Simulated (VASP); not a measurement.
**Run report: PtTe2, geometry relaxation (part 1 of 3)**

The run: geometry relaxation of PtTe2 (P-3m1, 3 atoms in the cell). Method and program: Kohn-Sham DFT of a periodic cell, PBE, VASP PAW PBE potentials, recommended, no spin polarisation (VASP 6.6.1).

The structure derives from an entry of the Crystallography Open Database.

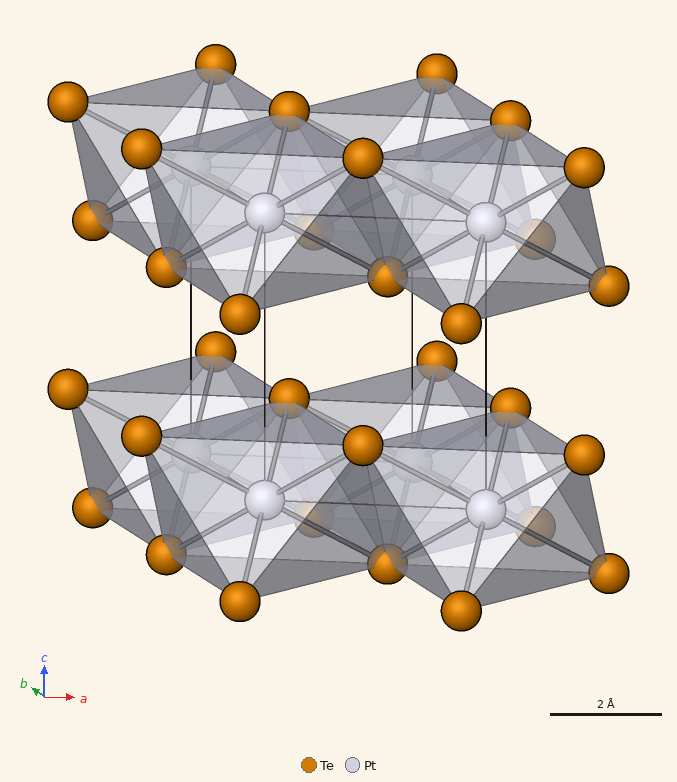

Fig. 1: The structure as given in the input (polyhedral view of the cell of the calculation, seen slightly off an axis; polyhedra are completed across the faces of the cell).

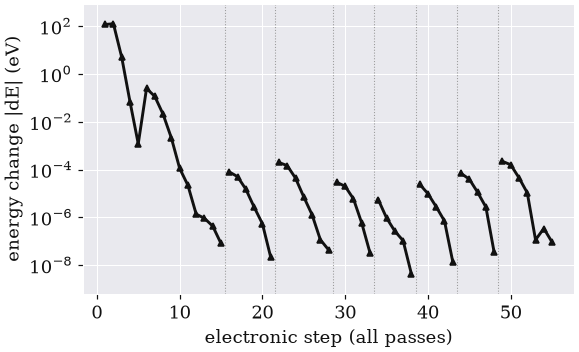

Fig. 2: Convergence of the self-consistent field: energy change |dE| against the electronic step. Each stretch between dotted lines is the SCF of one geometry step of a relaxation. The 8 ionic steps take 5 to 15 electronic steps each. The density is held fixed in the first few steps, and dE rises again when its update begins.

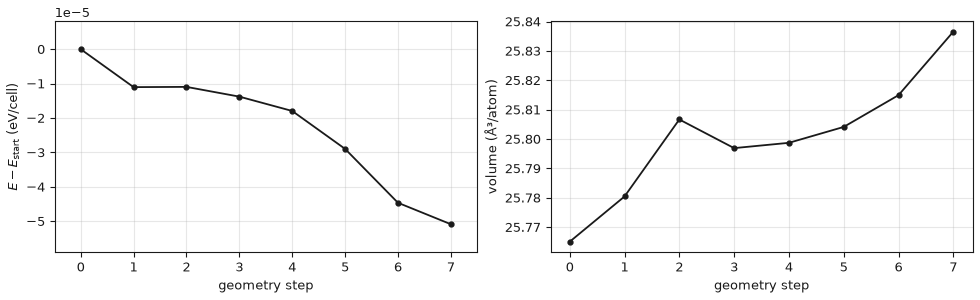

Fig. 3: Progress of the relaxation, step by step (steps are counted from 0). The largest moves relative to the cell, 0.004 Å, are those of Te1 and Te2. Pt stays in place. Cell: a = b 4.088 → 4.087 Å (0.0 %), c 5.342 → 5.358 Å (+0.3 %). Volume +0.3 %. The space group stays P-3m1 (No. 164). The energy falls by 0.1 meV per cell of the calculation in 7 geometry steps. The largest force component goes from 0.0073 to 0.0025 eV/Å. (Atoms are counted from 1 in the order of the input.)

These pictures come from the run below.

### INCAR
```
PREC = Accurate
ENCUT = 600
EDIFF = 1E-7
ISMEAR = 1
SIGMA = 0.1
LREAL = False
LASPH = True
NELM = 80
ALGO = Normal
ISIF = 3
LWAVE = False
LCHARG = False
GGA = PE
IBRION = 2
NSW = 90
EDIFFG = -0.005
```

### KPOINTS
```
Automatic mesh
0
Gamma
  12 12 7
```

### POSCAR
```
Te2Pt                                   
1.0
    4.0876354972      0.0000000000      0.0000000000
   -2.0438177486      3.5399961820      0.0000000000
    0.0000000000     -0.0000000000      5.3416704177
  Te              Pt            
     2     1
Direct
     0.3333333332999970    0.6666666667000030    0.2551419248095311
     0.6666666667000030    0.3333333332999970    0.7448580751904688
     0.0000000000000000    0.0000000000000000    0.0000000000000000
```

Command:
```bash
cat potpaw_PBE.64/Te/POTCAR potpaw_PBE.64/Pt/POTCAR > POTCAR
mpirun -np 1 vasp_std > vasp.out
```

### OSZICAR
```
N       E                     dE             d eps       ncg     rms          rms(c)
DAV:   1     0.118681011332E+03    0.11868E+03   -0.10208E+04  3360   0.140E+03
DAV:   2    -0.880361250347E+01   -0.12748E+03   -0.12437E+03  4300   0.228E+02
DAV:   3    -0.138867924949E+02   -0.50832E+01   -0.50262E+01  4228   0.477E+01
DAV:   4    -0.139568023895E+02   -0.70010E-01   -0.69996E-01  4382   0.601E+00
DAV:   5    -0.139580022811E+02   -0.11999E-02   -0.11999E-02  4364   0.673E-01    0.122E+01
DAV:   6    -0.137090092764E+02    0.24899E+00   -0.25203E+00  3465   0.146E+01    0.829E+00
DAV:   7    -0.135933347515E+02    0.11567E+00   -0.61968E-01  3437   0.804E+00    0.365E+00
DAV:   8    -0.135726131822E+02    0.20722E-01   -0.71203E-02  3626   0.226E+00    0.954E-01
DAV:   9    -0.135704935727E+02    0.21196E-02   -0.10357E-02  3920   0.964E-01    0.435E-01
DAV:  10    -0.135706070774E+02   -0.11350E-03   -0.15464E-03  3829   0.270E-01    0.936E-02
DAV:  11    -0.135705851941E+02    0.21883E-04   -0.17368E-04  4060   0.107E-01    0.664E-02
DAV:  12    -0.135705865603E+02   -0.13662E-05   -0.12131E-05  3843   0.241E-02    0.387E-02
DAV:  13    -0.135705856479E+02    0.91241E-06   -0.64377E-06  3640   0.194E-02    0.697E-03
DAV:  14    -0.135705852196E+02    0.42830E-06   -0.19118E-06  4186   0.113E-02    0.116E-03
DAV:  15    -0.135705853001E+02   -0.80526E-07   -0.12764E-07  2716   0.263E-03
   1 F= -.13570585E+02 E0= -.13570716E+02  d E =-.135706E+02
       N       E                     dE             d eps       ncg     rms          rms(c)
DAV:   1    -0.135706651184E+02   -0.79899E-04   -0.14854E-03  3367   0.324E-01    0.526E-02
DAV:   2    -0.135706146106E+02    0.50508E-04   -0.39456E-04  3409   0.203E-01    0.364E-02
DAV:   3    -0.135705995351E+02    0.15076E-04   -0.41398E-05  3626   0.676E-02    0.104E-02
DAV:   4    -0.135705968487E+02    0.26864E-05   -0.93955E-06  3598   0.168E-02    0.537E-03
DAV:   5    -0.135705963051E+02    0.54358E-06   -0.12637E-06  3927   0.922E-03    0.780E-03
DAV:   6    -0.135705963269E+02   -0.21766E-07   -0.11921E-07  1939   0.331E-03
   2 F= -.13570596E+02 E0= -.13570724E+02  d E =-.110268E-04
       N       E                     dE             d eps       ncg     rms          rms(c)
DAV:   1    -0.135707946687E+02   -0.19836E-03   -0.42810E-03  3367   0.549E-01    0.891E-02
DAV:   2    -0.135706484944E+02    0.14617E-03   -0.11524E-03  3409   0.347E-01    0.628E-02
DAV:   3    -0.135706046154E+02    0.43879E-04   -0.12140E-04  3626   0.116E-01    0.175E-02
DAV:   4    -0.135705974746E+02    0.71409E-05   -0.27020E-05  3584   0.286E-02    0.931E-03
DAV:   5    -0.135705961861E+02    0.12885E-05   -0.37232E-06  3934   0.157E-02    0.134E-02
DAV:   6    -0.135705963020E+02   -0.11598E-06   -0.38821E-07  3563   0.571E-03    0.538E-03
DAV:   7    -0.135705962586E+02    0.43444E-07   -0.21897E-07  1860   0.462E-03
   3 F= -.13570596E+02 E0= -.13570719E+02  d E =-.109585E-04
       N       E                     dE             d eps       ncg     rms          rms(c)
DAV:   1    -0.135706254701E+02   -0.29168E-04   -0.59307E-04  3367   0.205E-01    0.333E-02
DAV:   2    -0.135706055871E+02    0.19883E-04   -0.15836E-04  3409   0.128E-01    0.230E-02
DAV:   3    -0.135705996370E+02    0.59501E-05   -0.16594E-05  3612   0.428E-02    0.655E-03
DAV:   4    -0.135705990588E+02    0.57822E-06   -0.38042E-06  3584   0.107E-02    0.343E-03
DAV:   5    -0.135705990915E+02   -0.32708E-07   -0.49859E-07  3675   0.582E-03
   4 F= -.13570599E+02 E0= -.13570723E+02  d E =-.137913E-04
       N       E                     dE             d eps       ncg     rms          rms(c)
DAV:   1    -0.135706045767E+02   -0.55179E-05   -0.96132E-05  3409   0.683E-02    0.109E-02
DAV:   2    -0.135706036307E+02    0.94601E-06   -0.78245E-06  3479   0.270E-02    0.423E-03
DAV:   3    -0.135706033661E+02    0.26455E-06   -0.74839E-07  3857   0.894E-03    0.183E-03
DAV:   4    -0.135706032603E+02    0.10585E-06   -0.38387E-07  3451   0.367E-03    0.153E-03
DAV:   5    -0.135706032560E+02    0.43103E-08   -0.16928E-08  1694   0.104E-03
   5 F= -.13570603E+02 E0= -.13570727E+02  d E =-.416448E-05
       N       E                     dE             d eps       ncg     rms          rms(c)
DAV:   1    -0.135706275608E+02   -0.24301E-04   -0.87049E-04  3416   0.207E-01    0.300E-02
DAV:   2    -0.135706177566E+02    0.98042E-05   -0.83478E-05  3458   0.894E-02    0.170E-02
DAV:   3    -0.135706149970E+02    0.27596E-05   -0.76730E-06  3878   0.289E-02    0.486E-03
DAV:   4    -0.135706142946E+02    0.70236E-06   -0.34604E-06  3668   0.109E-02    0.534E-03
DAV:   5    -0.135706142807E+02    0.13873E-07   -0.16422E-07  2806   0.330E-03
   6 F= -.13570614E+02 E0= -.13570735E+02  d E =-.151893E-04
       N       E                     dE             d eps       ncg     rms          rms(c)
DAV:   1    -0.135706835500E+02   -0.69255E-04   -0.34838E-03  3416   0.415E-01    0.594E-02
DAV:   2    -0.135706439104E+02    0.39640E-04   -0.33677E-04  3458   0.180E-01    0.347E-02
DAV:   3    -0.135706326746E+02    0.11236E-04   -0.30847E-05  3892   0.580E-02    0.984E-03
DAV:   4    -0.135706299762E+02    0.26984E-05   -0.13788E-05  3654   0.218E-02    0.108E-02
DAV:   5    -0.135706299421E+02    0.34160E-07   -0.68965E-07  4018   0.663E-03
   7 F= -.13570630E+02 E0= -.13570744E+02  d E =-.308506E-04
       N       E                     dE             d eps       ncg     rms          rms(c)
DAV:   1    -0.135708511472E+02   -0.22117E-03   -0.13926E-02  3416   0.829E-01    0.119E-01
DAV:   2    -0.135706917697E+02    0.15938E-03   -0.13479E-03  3458   0.360E-01    0.696E-02
DAV:   3    -0.135706464985E+02    0.45271E-04   -0.12350E-04  3885   0.116E-01    0.197E-02
DAV:   4    -0.135706358519E+02    0.10647E-04   -0.54985E-05  3654   0.435E-02    0.216E-02
DAV:   5    -0.135706357372E+02    0.11471E-06   -0.27631E-06  3997   0.133E-02    0.214E-02
DAV:   6    -0.135706360786E+02   -0.34134E-06   -0.28648E-07  3128   0.514E-03    0.104E-02
DAV:   7    -0.135706361698E+02   -0.91241E-07   -0.43443E-07  3107   0.535E-03
   8 F= -.13570636E+02 E0= -.13570737E+02  d E =-.370783E-04
```

### Parts of OUTCAR
```
PREC = Accurate
   ENCUT = 600
   EDIFF = 1E-7
   ISMEAR = 1
   LREAL = False
   LASPH = True
   NELM = 80
   ISIF = 3
   GGA = PE
   IBRION = 2
   NSW = 90
   EDIFFG = -0.005

 ion  position               nearest neighbor table
   1  0.333  0.667  0.255-   3 2.73   3 2.73   3 2.73   2 3.52   2 3.52   2 3.52   2 3.61   2 3.61
                             2 3.61
   2  0.667  0.333  0.745-   3 2.73   3 2.73   3 2.73   1 3.52   1 3.52   1 3.52   1 3.61   1 3.61
                             1 3.61
   3  0.000  0.000  0.000-   1 2.73   2 2.73   2 2.73   1 2.73   2 2.73   1 2.73

  LATTYP: Found a hexagonal cell.
 ALAT       =     4.0876354972
 C/A-ratio  =     1.3067873643

  Lattice vectors:

 A1 = (   4.0876354972,   0.0000000000,   0.0000000000)
 A2 = (  -2.0438177486,   3.5399961820,   0.0000000000)
 A3 = (   0.0000000000,   0.0000000000,   5.3416704177)

Analysis of symmetry for initial positions (statically):
=====================================================================
 Subroutine PRICEL returns:
 Original cell was already a primitive cell.

 Routine SETGRP: Setting up the symmetry group for a
 hexagonal supercell.

 Subroutine GETGRP returns: Found 12 space group operations
 (whereof 12 operations were pure point group operations)
 out of a pool of 24 trial point group operations.

The static configuration has the point symmetry D_3d.

Analysis of symmetry for dynamics (positions and initial velocities):
=====================================================================
 Subroutine PRICEL returns:
 Original cell was already a primitive cell.

 Routine SETGRP: Setting up the symmetry group for a
 hexagonal supercell.

 Subroutine GETGRP returns: Found 12 space group operations
 (whereof 12 operations were pure point group operations)
 out of a pool of 24 trial point group operations.

The dynamic configuration has the point symmetry D_3d.

 Subroutine INISYM returns: Found 12 space group operations
 (whereof 12 operations are pure point group operations),
 and found     1 'primitive' translations

----------------------------------------------------------------------------------------

                                     Primitive cell

  volume of cell :      77.2951

  direct lattice vectors                    reciprocal lattice vectors
     4.087635497  0.000000000  0.000000000     0.244640208  0.141243090  0.000000000
    -2.043817749  3.539996182  0.000000000     0.000000000  0.282486180  0.000000000
     0.000000000  0.000000000  5.341670418     0.000000000  0.000000000  0.187207357

  length of vectors
     4.087635497  4.087635497  5.341670418     0.282486180  0.282486180  0.187207357

  position of ions in fractional coordinates (direct lattice)
     0.333333333  0.666666667  0.255141925
     0.666666667  0.333333333  0.744858075
     0.000000000  0.000000000  0.000000000

  ion indices of the primitive-cell ions
   primitive index   ion index
                 1           1
                 2           2
                 3           3

----------------------------------------------------------------------------------------

 KPOINTS: Automatic mesh

Automatic generation of k-mesh.
 Grid dimensions read from file:
 generate k-points for:   12   12    7

 Generating k-lattice:

  Cartesian coordinates                     Fractional coordinates (reciprocal lattice)
     0.020386684  0.011770258  0.000000000     0.083333333 -0.000000000  0.000000000
     0.000000000  0.023540515  0.000000000     0.000000000  0.083333333  0.000000000
     0.000000000  0.000000000  0.026743908     0.000000000  0.000000000  0.142857143

  Length of vectors
     0.023540515  0.023540515  0.026743908

  Shift w.r.t. Gamma in fractional coordinates (k-lattice)
     0.000000000  0.000000000  0.000000000

 Subroutine IBZKPT returns following result:
 ===========================================

 Found    112 irreducible k-points:

 Following reciprocal coordinates:
            Coordinates               Weight
  0.000000  0.000000  0.000000      1.000000
  0.083333  0.000000  0.000000      6.000000
  0.166667  0.000000  0.000000      6.000000
  0.250000  0.000000  0.000000      6.000000
  0.333333  0.000000  0.000000      6.000000
  0.416667  0.000000  0.000000      6.000000
  0.500000  0.000000  0.000000      3.000000
  0.083333  0.083333  0.000000      6.000000
  0.166667  0.083333  0.000000     12.000000
  0.250000  0.083333  0.000000     12.000000
  0.333333  0.083333  0.000000     12.000000
  0.416667  0.083333  0.000000     12.000000
  0.166667  0.166667  0.000000      6.000000
  0.250000  0.166667  0.000000     12.000000
  0.333333  0.166667  0.000000     12.000000
  0.416667  0.166667  0.000000      6.000000
  0.250000  0.250000  0.000000      6.000000
  0.333333  0.250000  0.000000     12.000000
  0.333333  0.333333  0.000000      2.000000
  0.000000  0.000000  0.142857      2.000000
  0.083333  0.000000  0.142857      6.000000
  0.000000  0.083333  0.142857      6.000000
  0.166667  0.000000  0.142857      6.000000
  0.000000  0.166667  0.142857      6.000000
 [... further k-points ...]
```
